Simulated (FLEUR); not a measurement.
# A series of single points on Ag

System: Ag (Fm-3m, 1 atom in the cell).
Method: Kohn-Sham DFT of a periodic cell, PBE, all-electron, no spin polarisation (FLEUR MaX-R8.1 (later development tree)).

The 5 runs differ only in the geometry, by an even scaling of the cell at fixed fractional positions. The structure derives from an entry of the Crystallography Open Database.

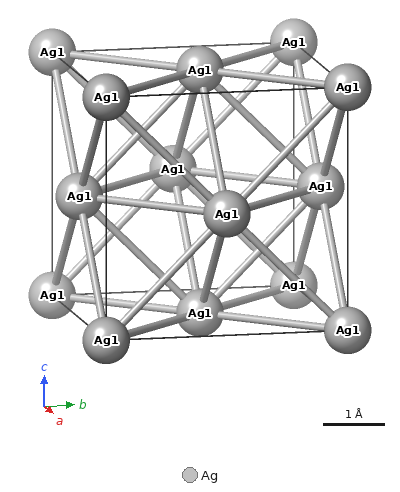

Figure 1. The structure of run 3 (ball-and-stick view of the cell 4 times as large as that of the calculation, set on its symmetry axes, seen slightly off an axis; atoms are numbered from 1 in the order of the input).

## Input of run 3
```
<?xml version="1.0" encoding="UTF-8" standalone="no"?>
<fleurInput fleurInputVersion="0.39">
   <comment>
      Ag                                                                                                  
   </comment>
   <calculationSetup>
      <cutoffs Kmax="3.5" Gmax="17.5" GmaxXC="17.5" numbands="0"/>
      <scfLoop itmax="60" minDistance="0.00001" maxIterBroyd="15" imix="Anderson" alpha="0.05" precondParam="0.0" spinf="2.0" sdNocoIR="T"/>
      <coreElectrons ctail="T" frcor="F" kcrel="0" coretail_lmax="0"/>
      <xcFunctional name="pbe" relativisticCorrections="F"/>
      <magnetism jspins="1"/>
      <soc l_soc="F" theta="0.0" phi="0.0" spav="F"/>
      <expertModes spex="0" secvar="F"/>
      <geometryOptimization l_f="F" forcealpha="1.0" forcemix="BFGS" epsdisp="0.00001" epsforce="0.00001"/>
      <ldaU l_linMix="F" mixParam="0.05" spinf="1.0"/>
   </calculationSetup>
   <cell>
      <bzIntegration valenceElectrons="19.0" mode="hist" fermiSmearingEnergy="0.00183747">
         <kPointListSelection listName="default-1"/>
         <!-- k-points included here -->
         <xi:include xmlns:xi="http://www.w3.org/2001/XInclude" href="kpts.xml"> </xi:include>
      </bzIntegration>
      <!-- symmetry operations included here -->
      <xi:include xmlns:xi="http://www.w3.org/2001/XInclude" href="sym.xml"> </xi:include>
      <bulkLattice scale="1.0000000000">
         <bravaisMatrix>
            <row-1>    0.0000000000000000     3.8602380410266495     3.8602380410266495</row-1>
            <row-2>    3.8602380410266495     0.0000000000000000     3.8602380410266495</row-2>
            <row-3>    3.8602380410266495     3.8602380410266495     0.0000000000000000</row-3>
         </bravaisMatrix>
      </bulkLattice>
   </cell>
   <atomSpecies>
      <species name="Silver (Ag)" element="Ag" atomicNumber="47">
         <mtSphere radius="2.48" gridPoints="837" logIncrement="0.015"/>
         <atomicCutoffs lmax="9" lnonsphr="7"/>
         <electronConfig flipSpins="F">
            <coreConfig>(1s1/2) (2s1/2) (2p1/2) (2p3/2) (3s1/2) (3p1/2) (3p3/2) (3d3/2) (3d5/2)</coreConfig>
            <valenceConfig>(4s1/2) (4p1/2) (4p3/2) (5s1/2) (4d3/2) (4d5/2)</valenceConfig>
            <stateOccupation state="(5s1/2)" spinUp="0.500000" spinDown="0.500000"/>
         </electronConfig>
         <energyParameters s="5" p="5" d="4" f="4"/>
         <lo type="SCLO" l="0" n="4" eDeriv="0"/>
         <lo type="SCLO" l="1" n="4" eDeriv="0"/>
         <lo type="SCLO" l="1" n="4" eDeriv="1"/>
         <lo type="SCLO" l="2" n="4" eDeriv="2"/>
         <lo type="SCLO" l="3" n="4" eDeriv="2"/>
      </species>
   </atomSpecies>
   <atomGroups>
      <atomGroup species="Silver (Ag)">
         <relPos label="                   1">.0000000000 .0000000000 .0000000000</relPos>
         <force calculate="T" relaxXYZ="TTT"/>
      </atomGroup>
   </atomGroups>
   <output dos="F" band="F" slice="F">
      <checks vchk="F" cdinf="F"/>
      <bandDOS minEnergy="-.5*Htr" maxEnergy="0.5*Htr" sigma="0.015" storeEVData="T"/>
      <vacuumDOS vacdos="F" integ="F" star="F" nstars="0" locx1="0.0" locy1="0.0" locx2="0.0" locy2="0.0" nstm="0" tworkf="0.0"/>
      <unfoldingBand unfoldBand="F" supercellX="1" supercellY="1" supercellZ="1"/>
      <plotting iplot="0" polar="F">
         <plot TwoD="T" vec1="  1.0  0.0  0.0" vec2="  0.0  1.0  0.0" vec3="  0.0  0.0  1.0" zero="  0.0  0.0  0.0" file="plot"/>
      </plotting>
      <chargeDensitySlicing numkpt="0" minEigenval="0.0" maxEigenval="0.0" nnne="0" pallst="F"/>
      <specialOutput eonly="F"/>
      <moessbauerParams electricFieldGradient="T" isomerShift="T" coreHyperfine="T" valenceHyperfine="T"/>
      <magneticCircularDichroism mcd="F" energyLo="-10.0" energyUp="0.0"/>
   </output>
  <!-- We include the file relax.xml here to enable relaxations (see documentation) -->
  <xi:include xmlns:xi="http://www.w3.org/2001/XInclude" href="relax.xml"> <xi:fallback/> </xi:include>
</fleurInput>
```

Command:
```bash
inpgen -f crystal.txt -profile veryFastHighL; fleur_MPI
```

Run 2 has the same physical settings and fractional positions; its lattice vectors (Å) are:
```
   0.000000    2.015142    2.015142
   2.015142    0.000000    2.015142
   2.015142    2.015142    0.000000
```

## Results, with one run withheld

| run | volume per atom (Å³) | free energy per atom, from the lowest run given (meV) |
| --- | --- | --- |
| 1 | 16.025 | 58.31 |
| 2 | 16.366 | ? |
| 3 | 17.048 | 7.68 |
| 4 | 17.730 | 0.00 |
| 5 | 18.071 | 2.35 |

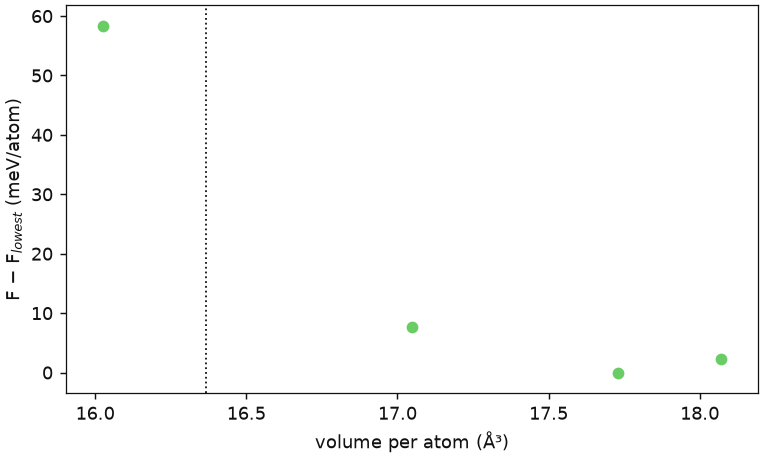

Figure 2. Free energy per atom of the runs given; the dotted line marks run 2.

What should run 2 give?

A quadratic polynomial in V^(−2/3) (the Birch–Murnaghan form), fitted to the 4 runs given, misses them by at most 0.08 meV per atom. With x = V^(−2/3) − 0.15015 Å⁻², it reads F = 4.6233 + 3315.2 x + 5.8037e+05 x² (meV per atom). At run 2 it gives 35.56 meV per atom, and the run itself gives 36.33. The fit has its minimum at 17.690 Å³ per atom, where V d²F/dV² gives 101 GPa: the bulk modulus at this level, since symmetry fixes the shape and the positions. So low a polynomial doesn't follow these energies more closely.

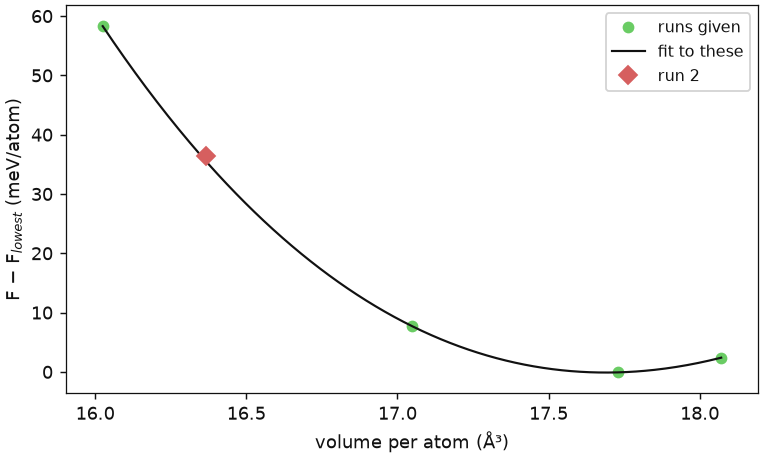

Figure 3. The fit and the withheld run.

## Output (run 2)
```
Welcome to FLEUR        (www.flapw.de)
      MaX-Release 8.1          (www.max-centre.eu)

 ========== k-point set info ==========
 Selected k-point list: default-1
 k-point list type: mesh
 11 x 11 x 11
 Number of k points: 56

 ------------Calculation Setup---------------------------
 Number of MPI-tasks      :            1
 Number of PE/node        :            1
 Number of OMP-threads    :            1
 Most efficient MPI parallelization for:
           1           2           4           7           8          14          28          56
 Additional eigenvalue parallelization possible
 Number of basis functions:          119
 Approximate size of matrices (H+S) per k-point:         0.000 GB
 --------------------------------------------------------

 Iteration:     1   Distance:      11.25719728 me/bohr^3

 Iteration:     2   Distance:       9.66656159 me/bohr^3

 Iteration:     3   Distance:       3.93821962 me/bohr^3

 Iteration:     4   Distance:       1.91829850 me/bohr^3

 Iteration:     5   Distance:       1.41113197 me/bohr^3

 Iteration:     6   Distance:       0.19073097 me/bohr^3

 Iteration:     7   Distance:       0.10864914 me/bohr^3

 Iteration:     8   Distance:       0.00575955 me/bohr^3

 Iteration:     9   Distance:       0.00440138 me/bohr^3

 Iteration:    10   Distance:       0.00064667 me/bohr^3

 Iteration:    11   Distance:       0.00004825 me/bohr^3

 Iteration:    12   Distance:       0.00002519 me/bohr^3

 Iteration:    13   Distance:       0.00000035 me/bohr^3

 ********************************************************************
 Run finished successfully
 Stop message:
   all done
 ********************************************************************
```
